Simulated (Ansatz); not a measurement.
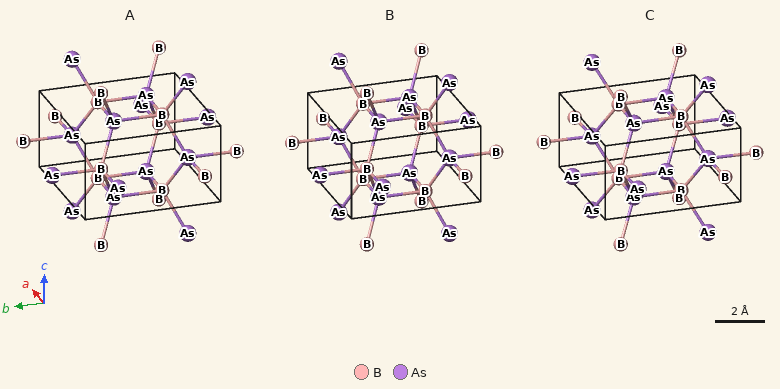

3 geometries from one relaxation of crystalline BAs (a generated structure, set up in P4_2/mnm) (coarse preliminary run), in shuffled order. The picture is a ball-and-stick view of the cell of the calculation, seen from a free direction.

The calculation used Ansatz 0.2.0, DFT PBE, scalar-relativistic, plane waves, PAW. Settings: plane-wave cutoff 420 eV; k-point mesh 4 × 4 × 6; occupations gaussian; smearing width 0.1 eV; no spin polarisation; cell and atoms relaxed; force threshold 0.04 eV/Å; at most 70 steps.

### Order the frames from highest to lowest energy.

B, C, A. They are steps 0, 1, 5, at +74.7 meV per atom, +18.5 meV per atom relative to the last. The largest moves relative to the cell, 0.027 Å, are those of B atoms. Largest moves by element: B 0.027 Å, As 0.008 Å. The drawn cell changes as follows: a = b 5.614 → 5.886 Å (+4.8 %), c 3.369 → 3.390 Å (+0.6 %); the volume changes by +10.6 %. Some distances before and after: As–B 2.027 → 2.112 Å, As–B 2.014 → 2.063 Å. Bond angles that change, for instance: B–As–B 113.5° → 110.5°, As–B–As 113.5° → 110.5°. The space group stays P4_2/mnm (No. 136). After 4 accepted moves (5 points after the start) the energy has fallen by 74.7 meV per atom. The largest force component goes from 0.39 to 0.0054 eV/Å. Pressure: 14.93 GPa at the start and 0.12 GPa at the end. The SCF was repeated once at an unchanged geometry on a basis and grid sized afresh for the cell, which shifted the energy by 1.4 meV per atom at most.
